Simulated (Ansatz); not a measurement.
**Si$_{7}$Ge: density, localisation and related maps**

```xyz
16
Lattice="-5.0086 0.0000 -5.0086 -5.9093 0.0000 5.9093 0.0000 5.4589 0.0000" Properties=species:S:1:pos:R:3 pbc="T T T"
Si   -3.7434    1.3789   -3.7434
Si   -4.1938    1.3789    1.7155
Si   -5.2338    2.7295   -2.2791
Si   -5.6841    2.7295    3.1798
Si   -8.1884    2.7295    0.6755
Si   -2.7295    2.7295    0.2252
Si   -2.5043    0.0000   -2.5043
Si   -2.9547    0.0000    2.9547
Si   -6.7241    1.3789   -0.8148
Si   -1.2652    1.3789   -1.2652
Si   -6.9516    4.0800    1.9431
Si   -1.4927    4.0800    1.4927
Si   -3.9663    4.0800   -1.0423
Si   -4.4166    4.0800    4.4166
Ge   -5.4589    0.0000    0.4504
Ge    0.0000    0.0000    0.0000
```

Space group Cmm2; a point of a scan over the structure, not its minimum; a structure from a database of computed crystals, not necessarily the ambient phase; changed on purpose from its base cell (engineering shear strain xz -0.1650, engineering shear strain yz +0.0000); not relaxed (largest force 1.8 eV/Å); computed pressure about 3 GPa in this cell; PAW files of the earlier set (soft_1).

All numbers below come from Ansatz 0.2.0, DFT PBEsol, scalar-relativistic, plane waves, PAW.

Core electrons are frozen (PAW), and the valence fields are smoothed inside the atomic spheres.

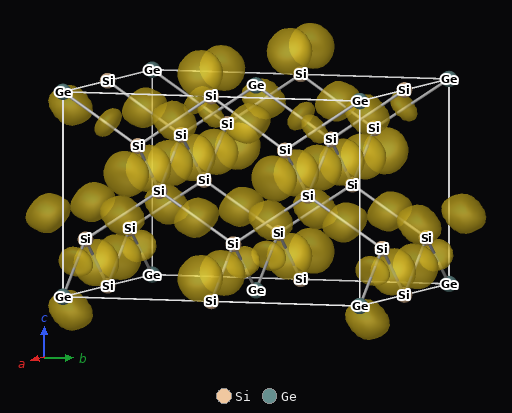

Figure 1. Isosurface of the ELF at 0.85 (yellow), seen at an oblique angle. Only the valence region is drawn (cores and ρ < 0.01 e/Å³ removed). Sticks mark near contacts.

**Identify the bonds, lone pairs and shells in this picture.**

The ELF exceeds this value in eight regions between bonded Ge–Si atoms and 24 regions between bonded Si–Si atoms, counted in one cell of 16 atoms. Regions shared between cells count once. Along the contacts the grid gives the following. Si–Si (2.23 Å): the ELF peaks at about 0.95 between the atoms. Si–Ge (2.26 Å): the ELF peaks at about 0.90 between the atoms.

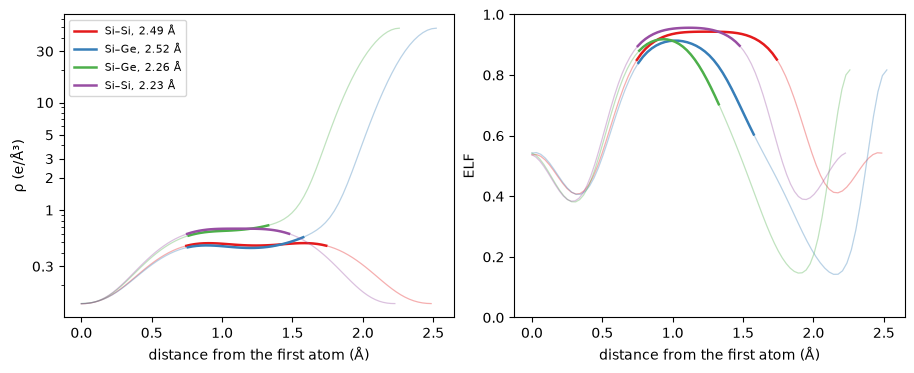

Figure 2. Valence charge density (pseudo) and ELF along straight lines between neighbouring atoms. Thin, pale parts lie inside the atomic spheres.

**What can be read from the curves?**

Si–Si (2.49 Å): ρ at the midpoint is about 0.47 e/Å³; the ELF peaks at about 0.95 between the atoms.
Si–Ge (2.52 Å): ρ at the midpoint is about 0.45 e/Å³; the ELF peaks at about 0.90 between the atoms.
Si–Ge (2.26 Å): ρ is about 0.66 e/Å³ halfway; the ELF peaks at about 0.90 between the atoms.
Si–Si (2.23 Å): ρ is about 0.67 e/Å³ halfway; the ELF peaks at about 0.95 between the atoms.

**Does the calculation give a band gap?**

It is metallic or semimetallic at this level of theory: no gap opens.
